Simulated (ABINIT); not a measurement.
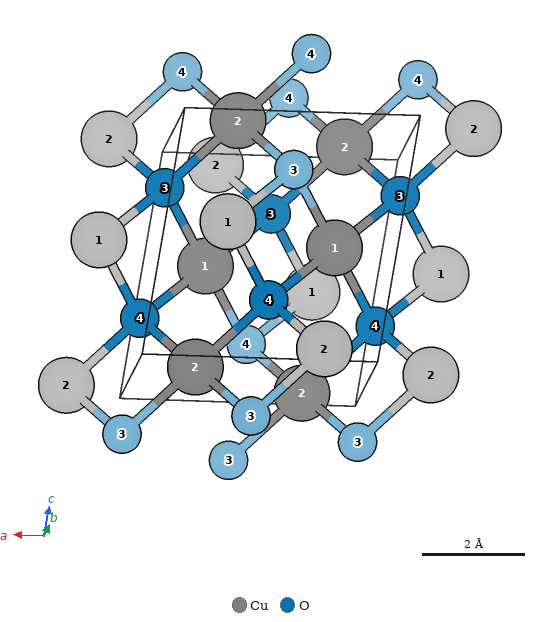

Figure 1. The structure (ball-and-stick view of the cell 2 times as large as that of the calculation, set on its symmetry axes, seen at an oblique angle; neighbours outside the cell are drawn fainter; atoms are numbered from 1 in the order of the input).

# Positron calculation, with input and output: CuO (part 1 of 2)

System: CuO (4 atoms in the cell).
Method: Kohn-Sham DFT of a periodic cell, PBEsol, JTH PAW PBE v2.0, no spin polarisation (ABINIT 10.8.3).

The structure derives from an entry of the Crystallography Open Database.

### Input
```
# Datasets
ndtset 2

# Pseudopotentials
pp_dirpath "./"
pseudos "Cu.GGA_PBE-JTH.xml, O.GGA_PBE-JTH.xml"

# Structure
acell 3*1.0
rprim
     4.4254551250    -3.2338883171     0.0000000000
     4.4254551250     3.2338883171     0.0000000000
    -1.6063190351     0.0000000000     9.5579879301
ntypat 2
znucl 29 8
natom 4
typat 1 1 2 2
chkprim 0
chksymtnons 0
tolsym 1.0e-6
xred
            1/2            0.0            1/2
            0.0            1/2            0.0
   0.4184000000   0.5816000000            3/4
   0.5816000000   0.4184000000            1/4

# Plane-wave basis
ecut 489.804952 eV
pawecutdg 36.0

# Exchange and correlation
ixc -116133

# SCF cycle
nstep 80

# Output
iomode 3
prteig 0
prtebands 0
prtwf 0

# Dataset 1: electrons
kptopt1 1
ngkpt1 7 7 4
nshiftk1 1
shiftk1 0.0 0.0 0.0
nband1 30
occopt1 3
tsmear1 0.00183747
tolvrs1 1.0e-10
prtden1 1

# Dataset 2: positron in the electrons' density
positron2 1
ixcpositron2 1
getden2 1
kptopt2 0
nkpt2 1
kpt2 0.0 0.0 0.0
nband2 1
occopt2 2
occ2 1.0
posocc2 1.0
toldfe2 1.0e-9
optforces2 0
optstress2 0
prtden2 0
```

Machine: 1 thread of Arm Neoverse V2, 24 GiB of memory available, shared host.

Run as:
```bash
abinit run.abi > log 2>&1
```

### The program's output
```
.Version 10.8.3 of ABINIT
 DATASET    1 : space group C2/c (# 15); Bravais mC (1-face-center monocl.)
================================================================================
 Values of the parameters that define the memory need for DATASET  1.
     intxc =       0    ionmov =       0      iscf =      17    lmnmax =      18
     lnmax =       6     mgfft =      40  mpssoang =       3    mqgrid =    3001
     natom =       4  nloc_mem =       2    nspden =       1   nspinor =       1
    nsppol =       1      nsym =       4    n1xccc =       1    ntypat =       2
    occopt =       3   xclevel =       2
       mpw =        1010          nfft =       23040          nkpt =          60
 PAW method is used; the additional fine FFT grid is defined by:
   mgfftf=        54    nfftf =     48600
================================================================================
================================================================================

 DATASET    2 : space group C2/c (# 15); Bravais mC (1-face-center monocl.)
================================================================================
 Values of the parameters that define the memory need for DATASET  2.
     intxc =       0    ionmov =       0      iscf =      17    lmnmax =      18
     lnmax =       6     mgfft =      40  mpssoang =       3    mqgrid =    3001
     natom =       4  nloc_mem =       2    nspden =       1   nspinor =       1
    nsppol =       1      nsym =       4    n1xccc =       1    ntypat =       2
    occopt =       2   xclevel =       2
       mpw =         488          nfft =       23040          nkpt =           1
 PAW method is used; the additional fine FFT grid is defined by:
   mgfftf=        54    nfftf =     48600
================================================================================
================================================================================

--------------------------------------------------------------------------------
------------- Echo of variables that govern the present computation ------------
--------------------------------------------------------------------------------
 -outvars: echo values of preprocessed input variables --------
            acell      1.0000000000E+00  1.0000000000E+00  1.0000000000E+00 Bohr
              amu      6.35460000E+01  1.59994000E+01
          chkprim           0
      chksymtnons           0
             ecut      1.80000000E+01 Hartree
           getden1          0
           getden2          1
                       outvar_i_n : Printing only first  50 k-points.
              ixc     -116133
           jdtset        1    2
                       outvar_i_n : Printing only first  50 k-points.
           kptopt1          1
           kptopt2          0
         kptrlatt        7    0    0      0    7    0      0    0    4
          kptrlen1     3.83678465E+01
          kptrlen2     3.00000000E+01
            natom           4
            nband1         30
            nband2          1
           ndtset           2
            ngfft          24      24      40
          ngfftdg          30      30      54
             nkpt1         60
             nkpt2          1
            nstep          80
             nsym           4
           ntypat           2
                       prtocc : prtvol=0, do not print more k-points.
           occopt1          3
           occopt2          2
        optforces1          2
        optforces2          0
        optstress1          1
        optstress2          0
        pawecutdg      3.60000000E+01 Hartree
         positron1          0
         positron2          1
           prtden1          1
           prtden2          0
        prtebands           0
           prteig           0
            prtwf           0
            rprim      4.4254551250E+00 -3.2338883171E+00  0.0000000000E+00
                       4.4254551250E+00  3.2338883171E+00  0.0000000000E+00
                      -1.6063190351E+00  0.0000000000E+00  9.5579879301E+00
           shiftk1     0.00000000E+00  0.00000000E+00  0.00000000E+00
           shiftk2     5.00000000E-01  5.00000000E-01  5.00000000E-01
          spgroup          15
           toldfe1     0.00000000E+00 Hartree
           toldfe2     1.00000000E-09 Hartree
           tolsym      1.00000000E-06
           tolvrs1     1.00000000E-10
           tolvrs2     0.00000000E+00
           tsmear1     1.83747000E-03 Hartree
           tsmear2     1.00000000E-02 Hartree
            typat      1  1  2  2
           useylm           1
                       outvars : Printing only first  50 k-points.
           xangst      7.4591128610E-01 -8.5564999943E-01  2.5289346956E+00
                       1.1709249992E+00  8.5564999943E-01  0.0000000000E+00
                       1.7043294288E+00  2.7928415981E-01  3.7934020434E+00
                       2.1293431419E+00 -2.7928415981E-01  1.2644673478E+00
            xcart      1.4095680449E+00 -1.6169441585E+00  4.7789939650E+00
                       2.2127275625E+00  1.6169441585E+00  0.0000000000E+00
                       3.2207158487E+00  5.2777057335E-01  7.1684909476E+00
                       4.0238753662E+00 -5.2777057335E-01  2.3894969825E+00
             xred      5.0000000000E-01 -1.0728731168E-17  5.0000000000E-01
                      -7.0879119052E-18  5.0000000000E-01  0.0000000000E+00
                       4.1840000000E-01  5.8160000000E-01  7.5000000000E-01
                       5.8160000000E-01  4.1840000000E-01  2.5000000000E-01
            znucl       29.00000    8.00000

================================================================================

 chkinp: Checking input parameters for consistency, jdtset=   1.

 chkinp: Checking input parameters for consistency, jdtset=   2.

================================================================================
== DATASET  1 ==================================================================

--- !DatasetInfo
iteration_state: {dtset: 1, }
dimensions: {natom: 4, nkpt: 60, mband: 30, nsppol: 1, nspinor: 1, nspden: 1, mpw: 1010, }
cutoff_energies: {ecut:  18.0, pawecutdg:  36.0, }
electrons: {nelect:   5.00000000E+01, charge:   0.00000000E+00, occopt:   3.00000000E+00, tsmear:   1.83747000E-03, }
meta: {optdriver: 0, ionmov: 0, optcell: 0, iscf: 17, paral_kgb: 0, }
...

 Real(R)+Recip(G) space primitive vectors, cartesian coordinates (Bohr,Bohr^-1):
 R(1)=  4.4254551 -3.2338883  0.0000000  G(1)=  0.1129827 -0.1546126  0.0189879
 R(2)=  4.4254551  3.2338883  0.0000000  G(2)=  0.1129827  0.1546126  0.0189879
 R(3)= -1.6063190  0.0000000  9.5579879  G(3)=  0.0000000  0.0000000  0.1046245
 Unit cell volume ucvol=  2.7357691E+02 bohr^3
 Angles (23,13,12)=  9.76901193E+01  9.76901193E+01  7.23147146E+01 degrees

 Coarse grid specifications (used for wave-functions):

 getcut: wavevector=  0.0000  0.0000  0.0000  ngfft=  24  24  40
         ecut(hartree)=     18.000   => boxcut(ratio)=   2.16410

 Fine grid specifications (used for densities):

 getcut: wavevector=  0.0000  0.0000  0.0000  ngfft=  30  30  54
         ecut(hartree)=     36.000   => boxcut(ratio)=   2.02763

--- Pseudopotential description ------------------------------------------------
- pspini: atom type   1  psp file is ./Cu.GGA_PBE-JTH.xml
 Pseudopotential format is: paw10
 basis_size (lnmax)=  6 (lmn_size= 18), orbitals=   0   0   1   1   2   2
 Spheres core radius: rc_sph= 2.00090475
 Shapefunction is SIN type: shapef(r)=[sin(pi*r/rshp)/(pi*r/rshp)]**2
 Radius for shape functions =  1.80603571
 Compensation charge density is not taken into account in XC energy/potential

- pspini: atom type   2  psp file is ./O.GGA_PBE-JTH.xml
 Pseudopotential format is: paw10
 basis_size (lnmax)=  4 (lmn_size=  8), orbitals=   0   0   1   1
 Spheres core radius: rc_sph= 1.41465230
 Shapefunction is SIN type: shapef(r)=[sin(pi*r/rshp)/(pi*r/rshp)]**2
 Radius for shape functions =  1.20231231
 Compensation charge density is not taken into account in XC energy/potential

   4.18034755E+03                                ecore*ucvol(ha*bohr**3)
--------------------------------------------------------------------------------

================================================================================

--- !BeginCycle
iteration_state: {dtset: 1, }
solver: {iscf: 17, nstep: 80, nline: 4, wfoptalg: 10, }
tolerances: {tolvrs: 1.00E-10, }
...

     iter   Etot(hartree)      deltaE(h)  residm     nres2
 ETOT  1  -424.79995431693    -4.248E+02 1.356E+01 4.520E+01
 ETOT  2  -428.20657128858    -3.407E+00 8.943E-02 9.093E+01
 ETOT  3  -427.79782202239     4.087E-01 1.518E-01 1.751E+00
 ETOT  4  -427.81540795199    -1.759E-02 2.626E-02 1.397E+00
 ETOT  5  -427.81167723561     3.731E-03 2.109E-03 2.747E-01
 ETOT  6  -427.81247756177    -8.003E-04 1.946E-03 6.388E-01
 ETOT  7  -427.81146740946     1.010E-03 6.849E-04 1.930E-01
 ETOT  8  -427.81137101308     9.640E-05 2.813E-04 5.490E-02
 ETOT  9  -427.81127219820     9.881E-05 3.629E-04 1.224E-02
 ETOT 10  -427.81125860599     1.359E-05 6.733E-05 1.086E-04
 ETOT 11  -427.81125870902    -1.030E-07 1.255E-04 5.071E-05
 ETOT 12  -427.81125860159     1.074E-07 5.650E-05 5.721E-06
 ETOT 13  -427.81125858985     1.174E-08 4.259E-05 3.427E-07
 ETOT 14  -427.81125858931     5.424E-10 6.336E-05 2.073E-08
 ETOT 15  -427.81125858936    -5.105E-11 3.973E-05 7.649E-10
 ETOT 16  -427.81125858935     2.615E-12 6.673E-05 1.252E-10
 ETOT 17  -427.81125858935     0.000E+00 4.103E-05 1.290E-11

 At SCF step   17       nres2   =  1.29E-11 < tolvrs=  1.00E-10 =>converged.

 Cartesian components of stress tensor (hartree/bohr^3)
  sigma(1 1)=  2.91568835E-04  sigma(3 2)=  0.00000000E+00
  sigma(2 2)=  1.94604232E-04  sigma(3 1)=  1.66004602E-05
  sigma(3 3)=  3.39102732E-04  sigma(2 1)=  0.00000000E+00

--- !ResultsGS
iteration_state: {dtset: 1, }
comment   : Summary of ground state results
lattice_vectors:
- [  4.4254551,  -3.2338883,   0.0000000, ]
- [  4.4254551,   3.2338883,   0.0000000, ]
- [ -1.6063190,   0.0000000,   9.5579879, ]
lattice_lengths: [   5.48112,    5.48112,    9.69203, ]
lattice_angles: [ 97.690,  97.690,  72.315, ] # degrees, (23, 13, 12)
lattice_volume:   2.7357691E+02
convergence: {deltae:  0.000E+00, res2:  1.290E-11, residm:  4.103E-05, diffor: null, }
etotal    :  -4.27811259E+02
entropy   :   0.00000000E+00
fermie    :   2.03412884E-01
cartesian_stress_tensor: # hartree/bohr^3
- [  2.91568835E-04,   0.00000000E+00,   1.66004602E-05, ]
- [  0.00000000E+00,   1.94604232E-04,   0.00000000E+00, ]
- [  1.66004602E-05,   0.00000000E+00,   3.39102732E-04, ]
pressure_GPa:  -8.0935E+00
xred      :
- [  5.0000E-01,  -1.0729E-17,   5.0000E-01, Cu]
- [ -7.0879E-18,   5.0000E-01,   0.0000E+00, Cu]
- [  4.1840E-01,   5.8160E-01,   7.5000E-01,  O]
- [  5.8160E-01,   4.1840E-01,   2.5000E-01,  O]
cartesian_forces: # hartree/bohr
- [  1.08420217E-19,   2.16840434E-19,   2.71050543E-20, ]
- [  1.08420217E-19,   2.16840434E-19,   2.71050543E-20, ]
- [  2.62943368E-20,  -7.02787061E-03,   2.88839560E-21, ]
- [ -2.43134771E-19,   7.02787061E-03,  -5.70985042E-20, ]
force_length_stats: {min:   2.43945489E-19, max:   7.02787061E-03, mean:   3.51393530E-03, }
...

 Integrated electronic density in atomic spheres:
 ------------------------------------------------
 Atom  Sphere_radius  Integrated_density
    1        2.00090         17.32072173
    2        2.00090         17.32072173
    3        1.41465          4.48242426
    4        1.41465          4.48242426

================================================================================

 ----iterations are completed or convergence reached----

 Mean square residual over all n,k,spin=   25.718E-09; max=  41.026E-06
 reduced coordinates (array xred) for    4 atoms
       0.500000000000     -0.000000000000      0.500000000000
      -0.000000000000      0.500000000000      0.000000000000
       0.418400000000      0.581600000000      0.750000000000
       0.581600000000      0.418400000000      0.250000000000
 rms dE/dt=  1.3122E-02; max dE/dt=  2.2727E-02; dE/dt below (all hartree)
    1       0.000000000000      0.000000000000      0.000000000000
    2       0.000000000000      0.000000000000      0.000000000000
    3      -0.022727348654      0.022727348654     -0.000000000000
    4       0.022727348654     -0.022727348654      0.000000000000

 cartesian coordinates (angstrom) at end:
    1      0.74591128609860    -0.85564999942690     2.52893469563177
    2      1.17092499921757     0.85564999942690     0.00000000000000
    3      1.70432942875669     0.27928415981294     3.79340204344765
    4      2.12934314187566    -0.27928415981294     1.26446734781588

 cartesian forces (hartree/bohr) at end:
    1      0.00000000000000     0.00000000000000     0.00000000000000
    2      0.00000000000000     0.00000000000000     0.00000000000000
    3      0.00000000000000    -0.00702787060809     0.00000000000000
    4     -0.00000000000000     0.00702787060809    -0.00000000000000
 frms,max,avg= 2.8691162E-03 7.0278706E-03   0.000E+00  0.000E+00  0.000E+00 h/b
```
